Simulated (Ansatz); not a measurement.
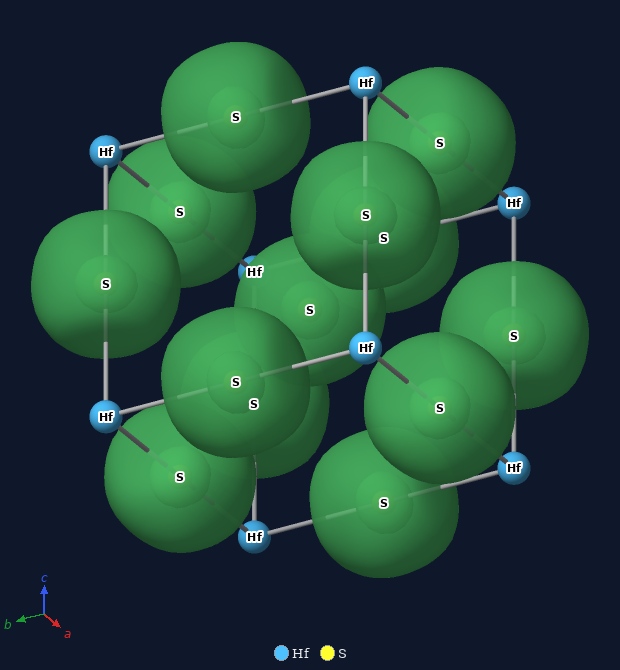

The picture shows: HfS$_{4}$. Isosurface of the electron localisation function at 0.65 (green), seen at an oblique angle. Core shells and regions of very low density are left out. Sticks mark near contacts.

Space group Pm-3m; a structure generated by program, which may or may not match a known phase.

Computed with Ansatz 0.2.0, DFT PBE, scalar-relativistic, plane waves, PAW.

### What do the ELF domains correspond to?

The ELF exceeds this value in four regions wrapped around S (the valence shell of each), counted in one cell of 5 atoms. Any copies at cell faces, edges or corners count once. Along the contacts the grid gives the following. Hf–S (2.46 Å): the ELF peaks at about 0.90 in the valence shell of S, 0.9 Å from its nucleus, and is about 0.35 at the midpoint.
